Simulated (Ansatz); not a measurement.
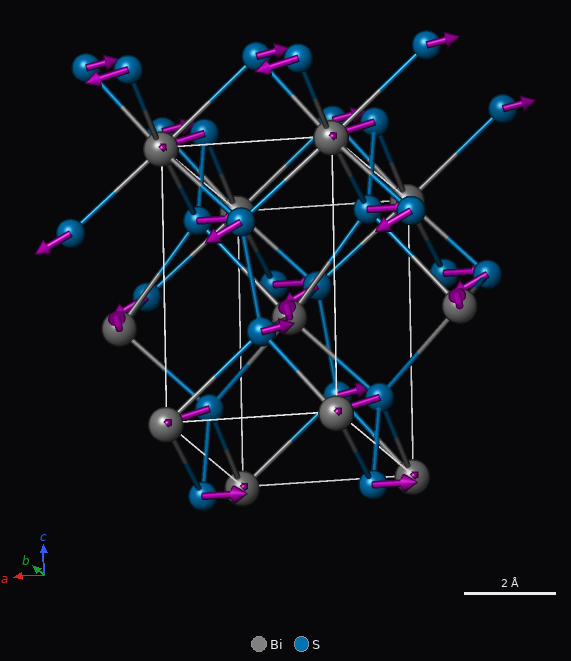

A relaxation of crystalline BiS$_{2}$ (built on the MgF2-58 type type). The starting structure is drawn; purple arrows show the displacements (the part carried along by the change of the cell is left out), magnified 3 times.

The picture is a ball-and-stick view of the cell of the calculation, reduced to other axes, seen from a free direction. Lengths and directions refer to the drawn axes.

Case: shaken.

Method: DFT, PBEsol, plane waves, PAW in Ansatz. Settings: plane-wave cutoff 420 eV; k-point mesh 4 × 4 × 4; occupations fermi dirac; smearing width 0.05 eV; no spin polarisation; cell and atoms relaxed; force threshold 0.01 eV/Å; at most 120 steps.

### Atoms of which element are displaced furthest, and by how much?

Sulfur: up to 0.38 Å, against 0.26 Å for bismuth.

### Describe the change and its energy.

After 12 accepted moves (15 points after the start) the energy has fallen by 0.513 eV per cell of the calculation. The largest force component goes from 1.2 to 0.0011 eV/Å. The pressure goes from 0.02 to 0.00 GPa. The line search rejected the trial step at point 4 of the run. The SCF was repeated twice at an unchanged geometry on a basis and grid sized afresh for the cell, which shifted the energy by 0.3 meV per cell of the calculation at most. An S atom moves most relative to the cell: 0.38 Å roughly along −a. Largest moves by element: S 0.38 Å, Bi 0.26 Å. Cell: a 3.913 → 3.970 Å (+1.5 %), b 6.000 → 6.029 Å (+0.5 %), c 6.282 → 5.954 Å (−5.2 %), α 89.6° → 90.0°, β 88.9° → 79.7°, γ 89.4° → 90.0°. Volume −4.9 %. Some distances before and after: Bi–S 3.137 → 2.817 Å, Bi–S 3.088 → 2.815 Å, Bi–S 2.645 → 2.817 Å, Bi–S 2.679 → 2.815 Å. Among the angles between lasting bonds that change: Bi–S–S 132.4° → 100.3°, Bi–S–S 123.4° → 146.9°, Bi–S–S 123.4° → 100.3°. The space group (tolerance 0.01 Å) goes from P1 (No. 1) to P2_1/c (No. 14).

Limits of the set-up: the k-point mesh is coarse for a cell with partly filled bands.
